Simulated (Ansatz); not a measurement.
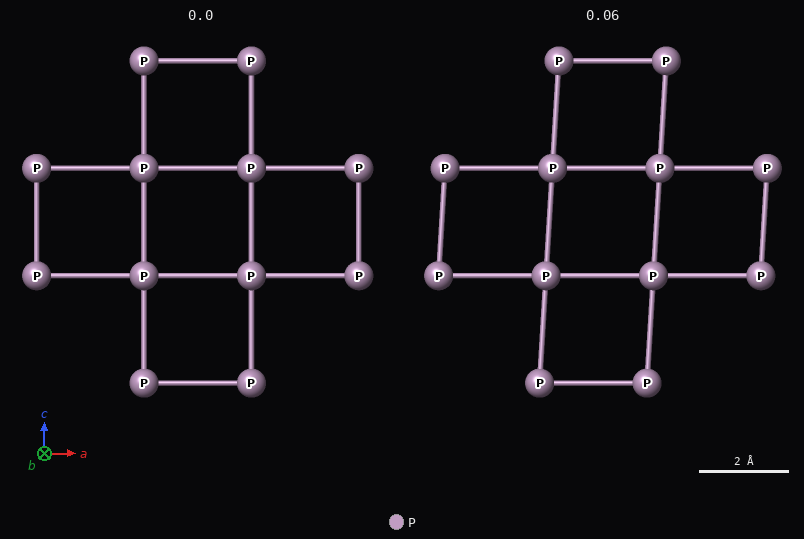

Solid P (set up in Pm-3m), under shear of c along a (cell held, atoms fixed by symmetry), with energies (extrapolated to zero smearing) counted from the relaxed crystal, which is the row at zero. The picture shows the first and the last member. A ball-and-stick model of the cell of the calculation, seen along the b axis.

Computed with Ansatz 0.2.0: DFT r2SCAN, scalar-relativistic, plane waves, PAW. Settings: plane-wave cutoff 500 eV; k-point mesh 22 × 22 × 22; occupations gaussian; smearing width 0.1 eV; no spin polarisation.

```csv
strain,energy (meV/atom),a (Å),c (Å)
0.0,0.00,2.437,2.437
0.01,0.42,2.437,2.437
0.02,1.60,2.437,2.438
0.03,3.59,2.437,2.438
0.04,?,?,?
0.06,14.16,2.437,2.442
```

Estimate the missing row from the others, and compare with the calculation.

A parabola through three neighbouring rows (0.02, 0.03, 0.06) gives, with Lagrange weights, (−0.5000)(1.60) + (1.3333)(3.59) + (0.1667)(14.16) = 6.35 meV/atom. The calculation gives 6.41 meV/atom (a = 2.437 Å, c = 2.439 Å). The estimate is 0.06 meV/atom too low. From the first member to the last: P–P 2.437 → 2.442 Å.

The whole series:

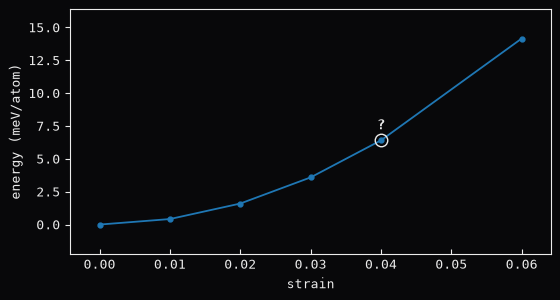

Each member starts from this one structure; whether another phase lies lower wasn't checked.
